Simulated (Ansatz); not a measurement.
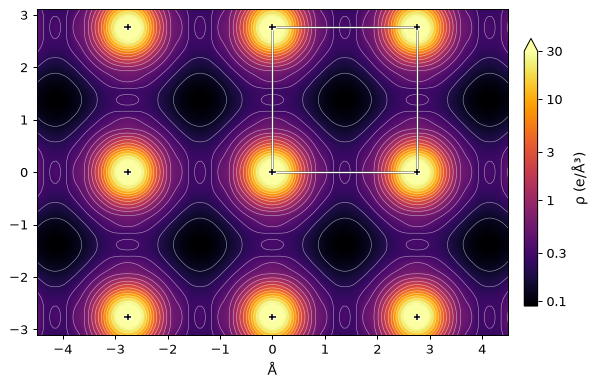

The valence charge density (pseudo) on a plane through atoms (crosses mark nuclei in the plane).

Level of theory: Kohn-Sham DFT of a periodic cell, PBE, Ansatz PAW in Ansatz.

Candidates:
A. CuO, a = 3.98 Å, b = 4.31 Å, c = 5.16 Å, α = 90.00°, β = 90.00°, γ = 90.00°. Space group Cccm; a structure from a database of computed crystals, not necessarily the ambient phase.
B. Ge, a = 2.76 Å, b = 2.76 Å, c = 2.76 Å, α = 90.00°, β = 90.00°, γ = 90.00°. Space group Pm-3m; a generated structure, not necessarily the stable one; computed pressure about −4 GPa in this cell.
C. C, a = 3.50 Å, b = 3.50 Å, c = 1.28 Å, α = 90.00°, β = 90.00°, γ = 90.00°. Space group P4/mmm; a generated structure, not necessarily the stable one.

Which system is this?

Answer. Candidate B: Ge on the (100) plane of the conventional cell, which holds Ge. Ge–Ge (2.76 Å): the density is about 0.32 e/Å³ at the midpoint, with its minimum of 0.27 e/Å³ about 1.2 Å from Ge.
